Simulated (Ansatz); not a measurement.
ZrSi₂: geometry relaxation (part 2 of 2)

The same run, continued: ZrSi₂ (Cmcm, 6 atoms in the cell); DFT PBE, scalar-relativistic, plane waves, PAW, no spin polarisation (Ansatz 0.2.0); cutoff 420 eV, 10×10×10 k-mesh, Gaussian smearing of 0.1 eV. The structure derives from an entry of the Crystallography Open Database.

Geometry of the input (Å; fractional positions):
```
1.8530  -7.3675  0.0000
1.8530  7.3675  0.0000
0.0000  0.0000  3.6720
Zr 0.8946  0.1054  0.7500
Zr 0.1054  0.8946  0.2500
Si 0.5522  0.4478  0.7500
Si 0.4478  0.5522  0.2500
Si 0.2496  0.7504  0.7500
Si 0.7504  0.2496  0.2500
```

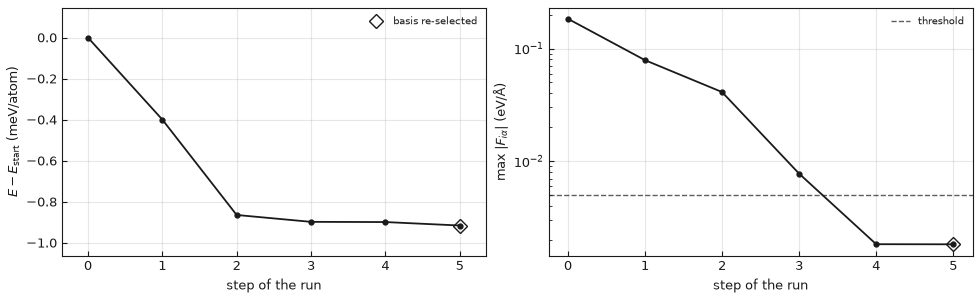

**Figure 1.** Progress of the relaxation, step by step (the first geometry is step 0 here and step 1 in the log). The energy falls by 0.9 meV per atom in 4 geometry steps. Largest force component: 0.18 eV/Å at the start, 0.0018 eV/Å at the end. Pressure: 0.79 GPa at the start and 0.00 GPa at the end. The largest moves relative to the cell, 0.013 Å, are those of Si3 and Si4. Largest moves by element: Si 0.013 Å, Zr 0.001 Å. The volume changes by +0.5 %, with a 3.706 → 3.705 Å (0.0 %), b 14.735 → 14.788 Å (+0.4 %), c 3.672 → 3.679 Å (+0.2 %). Among the contacts that change: Si3–Si4 2.395 → 2.419 Å, Zr1–Si6 2.808 → 2.825 Å, Zr1–Si3 2.971 → 2.987 Å. The space group stays Cmcm (No. 63). A last SCF at the same geometry on a re-selected plane-wave basis shifts the energy by next to nothing (0.0 meV per atom). (Atoms are counted from 1 in the order of the input.)

```
basis re-selected at this cell: Δ(F+E_penalty+E_count) = -1.010e-4 eV, ΔP = +0.001 GPa vs the last step (what re-selecting the basis moved, of the pressure what is left beyond the Pulay correction that the steps carried, after the strain that the cell walked since its last selection, with what the two solves' SCF thresholds leave and, on support functions, any second-order correction that the steps lacked; it is no measure of the basis error at this ecutwfc). This SCF's stress stands 3.34e-2 GPa from its target on what of the cell is left free (relax.cell.stress_tol is 5.00e-2 GPa) and its largest allowed force component is 1.83e-3 eV/Å (relax.f_tol is 5.00e-3 eV/Å): within both
SCF converged after 4 iterations
Free energy (F): -10914.904650 eV
Harris-Foulkes:  -10914.904650 eV  (|F-HF|=0.00e0)
Internal energy: -10914.897805 eV  (E = F + TS)
E sigma→0 (E₀):  -10914.901228 eV
Entropy (-TS):   -0.006845 eV (-1.141 meV/atom)
Fermi energy:    12.610248 eV
--- Per-component energies (eV) ---
  E_band       = -126.765058
  E_kinetic    = 835.574334
  E_local      = -1530.537802  (includes V_loc(G=0)·N_el)
  E_nonlocal   = 261.309204
  E_hartree    = 526.720380
  E_xc         = -549.688696
  E_vxc        = -576.580727  (∫ρ·V_xc dr)
  E_paw        = -7958.552250  (= ΣΔE_a)
  E_vpaw       = -169.970899  (= ΣTr[D̂ρ^β])
  E_aug_tail   = 0.000074  (compensation charges beyond the density's cutoff)
  E_ewald      = -2499.723051
  E_smearing   = -0.006845  (= −TS)
  E_closure    = 0.000000  (closes the sum)
  Σ components = -10914.904650   (vs F -10914.904650, Δ=0.00e0)
--- Forces (eV/Å), atoms counted from 1 ---
  atom   1  Zr    -0.00000000     0.00080957    -0.00000000
  atom   2  Zr     0.00000000    -0.00080957     0.00000000
  atom   3  Si    -0.00000000    -0.00002070     0.00000000
  atom   4  Si     0.00000000     0.00002070    -0.00000000
  atom   5  Si     0.00000000     0.00183424    -0.00000000
  atom   6  Si    -0.00000000    -0.00183424     0.00000000
  max |Σ_I F_I| component: 2.17e-19 eV/Å
--- Stress (GPa, compression-positive) ---
       -0.033412      -0.000000       0.000000
       -0.000000       0.003970       0.000000
        0.000000       0.000000       0.015372
  P = ⅓ Tr σ = -0.0047 GPa (-0.047 kbar)
--- Band table (eV; the first three rows and the last of 186) ---
  k-point 0: bands = ["-36.1807", "-36.1687", "-14.4109", "-14.2714", "-14.2500", "-14.2498", "-14.2204", "-14.1833", "0.4788", "2.1603", "4.7635", "8.9937", "9.5795", "9.6792", "9.8353", "10.1630", "10.2141", "10.2422", "10.2974", "12.5206", "13.7183", "13.9988", "14.0104", "14.1933", "14.7081", "14.9173"]
  k-point 1: bands = ["-36.1795", "-36.1680", "-14.4059", "-14.2692", "-14.2601", "-14.2487", "-14.2283", "-14.2004", "0.5982", "2.2456", "4.8844", "8.2818", "8.7567", "9.7593", "9.9036", "10.2159", "10.2647", "10.3956", "10.8314", "12.9704", "13.1340", "13.5465", "13.7240", "14.4049", "15.0065", "15.2128"]
  k-point 2: bands = ["-36.1762", "-36.1665", "-14.3935", "-14.2968", "-14.2632", "-14.2458", "-14.2436", "-14.2395", "0.9505", "2.5008", "5.2031", "7.0723", "7.5530", "9.8911", "10.0852", "10.2079", "10.2873", "10.5606", "11.5374", "12.3706", "12.8874", "13.2844", "13.7526", "14.4106", "15.1223", "15.4395"]
  k-point 185: bands = ["-36.1651", "-36.1651", "-14.4083", "-14.4083", "-14.2788", "-14.2788", "-14.2429", "-14.2429", "3.5064", "3.5064", "3.8043", "3.8043", "8.8264", "8.8264", "9.6649", "9.6649", "10.4201", "10.4201", "11.7136", "11.7136", "12.6564", "12.6564", "14.8771", "14.8771", "15.5590", "15.5590"]
--- Relaxed structure (5 steps of the walk, 5 accepted, 1 SCFs on fresh bases) ---
  F+E_penalty+E_count = -10914.90464996 eV   max|allowed force component| = 1.834e-3 eV/Å   (the final SCF, on the basis selected at the relaxed cell)
  cell:  # Å, volume = 100.7924 Å³
    - [1.8525903342062138, -7.394013119260825, -2.2594369210773593e-18]
    - [1.8525903342062138, 7.394013119260825, 2.259436921077361e-18]
    - [1.3700705261185944e-33, 1.1261150151606464e-18, 3.6790720092619824]
  atoms:
    - { symbol: Zr, position: [0.894666538453414, 0.10533346154658574, 0.7499999999999999] }
    - { symbol: Zr, position: [0.10533346154658574, 0.894666538453414, 0.24999999999999997] }
    - { symbol: Si, position: [0.5530999460868895, 0.4469000539131105, 0.7499999999999999] }
    - { symbol: Si, position: [0.4469000539131105, 0.5530999460868895, 0.24999999999999997] }
    - { symbol: Si, position: [0.25031230556111117, 0.7496876944388886, 0.7499999999999999] }
    - { symbol: Si, position: [0.7496876944388886, 0.25031230556111117, 0.24999999999999997] }
```

**Trajectory as extended XYZ (Å, eV, eV/Å), 6 frames, from step=1 to step=6**
```
6
Lattice="1.8530 -7.3675 0.0000 1.8530 7.3675 0.0000 0.0000 0.0000 3.6720" Properties=species:S:1:pos:R:3:forces:R:3 step=1 energy=-10914.89916 pressure_GPa=0.79
Zr    1.8530   -5.8144    2.7540    0.0000  -0.0463   0.0000
Zr    1.8530    5.8144    0.9180    0.0000   0.0463   0.0000
Si    1.8530   -0.7692    2.7540    0.0000  -0.1837   0.0000
Si    1.8530    0.7692    0.9180    0.0000   0.1837   0.0000
Si    1.8530    3.6896    2.7540    0.0000  -0.0920   0.0000
Si    1.8530   -3.6896    0.9180    0.0000   0.0920   0.0000
6
Lattice="1.8493 -7.4387 0.0000 1.8493 7.4387 0.0000 0.0000 0.0000 3.6813" Properties=species:S:1:pos:R:3:forces:R:3 step=2 energy=-10914.90155 pressure_GPa=-0.48
Zr    1.8493   -5.8722    2.7610    0.0000   0.0717   0.0000
Zr    1.8493    5.8722    0.9203    0.0000  -0.0717   0.0000
Si    1.8493   -0.7774    2.7610    0.0000  -0.0789   0.0000
Si    1.8493    0.7774    0.9203    0.0000   0.0789   0.0000
Si    1.8493    3.7110    2.7610    0.0000   0.0381   0.0000
Si    1.8493   -3.7110    0.9203    0.0000  -0.0381   0.0000
6
Lattice="1.8523 -7.4005 0.0000 1.8523 7.4005 0.0000 0.0000 0.0000 3.6789" Properties=species:S:1:pos:R:3:forces:R:3 step=3 energy=-10914.90434 pressure_GPa=-0.04
Zr    1.8523   -5.8406    2.7592    0.0000  -0.0028   0.0000
Zr    1.8523    5.8406    0.9197    0.0000   0.0028   0.0000
Si    1.8523   -0.7814    2.7592    0.0000  -0.0411   0.0000
Si    1.8523    0.7814    0.9197    0.0000   0.0411   0.0000
Si    1.8523    3.6951    2.7592    0.0000   0.0068   0.0000
Si    1.8523   -3.6951    0.9197    0.0000  -0.0068   0.0000
6
Lattice="1.8517 -7.3942 0.0000 1.8517 7.3942 0.0000 0.0000 0.0000 3.6799" Properties=species:S:1:pos:R:3:forces:R:3 step=4 energy=-10914.90454 pressure_GPa=0.02
Zr    1.8517   -5.8369    2.7599    0.0000   0.0078   0.0000
Zr    1.8517    5.8369    0.9200    0.0000  -0.0078   0.0000
Si    1.8517   -0.7854    2.7599    0.0000   0.0043   0.0000
Si    1.8517    0.7854    0.9200    0.0000  -0.0043   0.0000
Si    1.8517    3.6935    2.7599    0.0000  -0.0042   0.0000
Si    1.8517   -3.6935    0.9200    0.0000   0.0042   0.0000
6
Lattice="1.8526 -7.3940 0.0000 1.8526 7.3940 0.0000 0.0000 0.0000 3.6791" Properties=species:S:1:pos:R:3:forces:R:3 step=5 energy=-10914.90455 pressure_GPa=-0.01
Zr    1.8526   -5.8363    2.7593    0.0000   0.0008   0.0000
Zr    1.8526    5.8363    0.9198    0.0000  -0.0008   0.0000
Si    1.8526   -0.7852    2.7593    0.0000   0.0000   0.0000
Si    1.8526    0.7852    0.9198    0.0000   0.0000   0.0000
Si    1.8526    3.6924    2.7593    0.0000   0.0018   0.0000
Si    1.8526   -3.6924    0.9198    0.0000  -0.0018   0.0000
6
Lattice="1.8526 -7.3940 0.0000 1.8526 7.3940 0.0000 0.0000 0.0000 3.6791" Properties=species:S:1:pos:R:3:forces:R:3 step=6 energy=-10914.90465 pressure_GPa=-0.00
Zr    1.8526   -5.8363    2.7593    0.0000   0.0008   0.0000
Zr    1.8526    5.8363    0.9198    0.0000  -0.0008   0.0000
Si    1.8526   -0.7852    2.7593    0.0000   0.0000   0.0000
Si    1.8526    0.7852    0.9198    0.0000   0.0000   0.0000
Si    1.8526    3.6924    2.7593    0.0000   0.0018   0.0000
Si    1.8526   -3.6924    0.9198    0.0000  -0.0018   0.0000
```

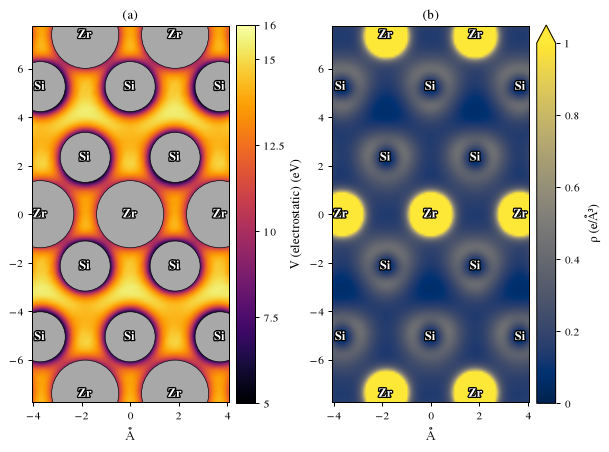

**Figure 2.** (a) electrostatic potential energy of an electron; (b) valence electron density on the (001) plane of the conventional cell. Grey discs, where drawn, cover atomic cores. The section cuts through Zr and Si sites. Zr–Si (2.83 Å): ρ is about 0.27 e/Å³ halfway. Zr–Si (2.99 Å): ρ is about 0.21 e/Å³ halfway. Away from the nuclei the density in this plane falls to 0.07 e/Å³ at its lowest. Outside the cores the potential energy rises away from the atoms and is highest about 1.9 Å from the nearest atoms; outside the discs it spans about 10 eV, and its zero is arbitrary. Core electrons are frozen (PAW), so the fields are smoothed inside the atomic spheres.

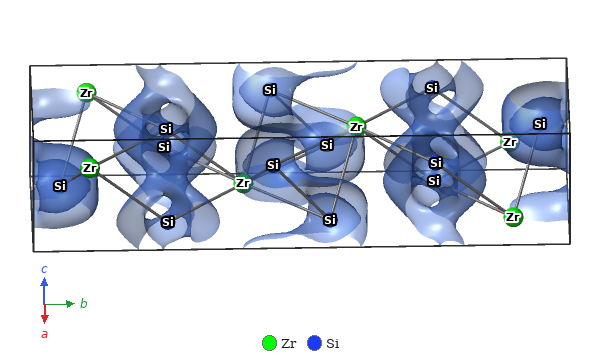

**Figure 3.** Isosurface of the electron localisation function at 0.65 (blue), seen at an oblique angle. Core shells and regions of very low density are left out. Sticks mark near contacts. The outline is the cell set on symmetry axes. Along the contacts the grid gives the following. Si–Si (2.42 Å): the ELF peaks at about 0.75 between the atoms (a covalent bond). Zr–Si (2.72 Å): the ELF is about 0.35 at the midpoint (no shared pair; the contact is polar).

**Results in brief**

| quantity | value |
| --- | --- |
| outcome | converged |
| space group (tolerance 0.01 Å) | Cmcm (63) |
| electrons treated | 40 |
| free energy | −10914.9046 eV |
| Fermi energy | 12.610 eV |
| gap on the k-point mesh | none (metallic) |
| pressure | 0.00 GPa |
| final volume | 100.79 Å³ |
| largest force (length of the vector) at the end | 0.002 eV/Å |
| final cell | a = 7.623 Å, b = 7.623 Å, c = 3.679 Å, α = 90.00°, β = 90.00°, γ = 151.87° |
| wall time | 3.2 min |
| peak memory | 0.65 GiB |
